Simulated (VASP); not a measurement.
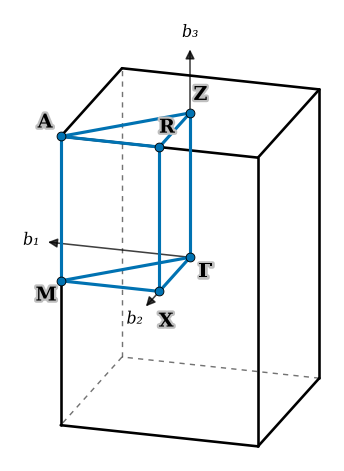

For SnO2, coordinates from a relaxation with VASP Kohn-Sham DFT of a periodic cell, PBE, VASP PAW PBE potentials, recommended in VASP: the first Brillouin zone and its special points. The drawing is computed from the coordinates (standard cell, symmetry found to 0.002 Å).

Space group No. 136, P4₂/mnm; a = 4.830 Å, b = 4.830 Å, c = 3.243 Å, α = 90.00°, β = 90.00°, γ = 90.00°.

Labels and path follow the convention of Hinuma et al. (2017), as computed by seekpath; the arrows show the directions of the reciprocal primitive vectors b₁, b₂, b₃, in which coordinates are given; lengths include the factor 2π.

### List the special points with their coordinates and distances from Γ.

```csv
point,k₁,k₂,k₃,length of k (1/Å)
Γ,0,0,0,0.000
Z,0,0,1/2,0.969
M,1/2,1/2,0,0.920
A,1/2,1/2,1/2,1.336
R,0,1/2,1/2,1.167
X,0,1/2,0,0.650
```

### What is the zone's volume?

(2π)³ over the primitive cell's volume of 75.67 Å³: 3.28 Å⁻³.
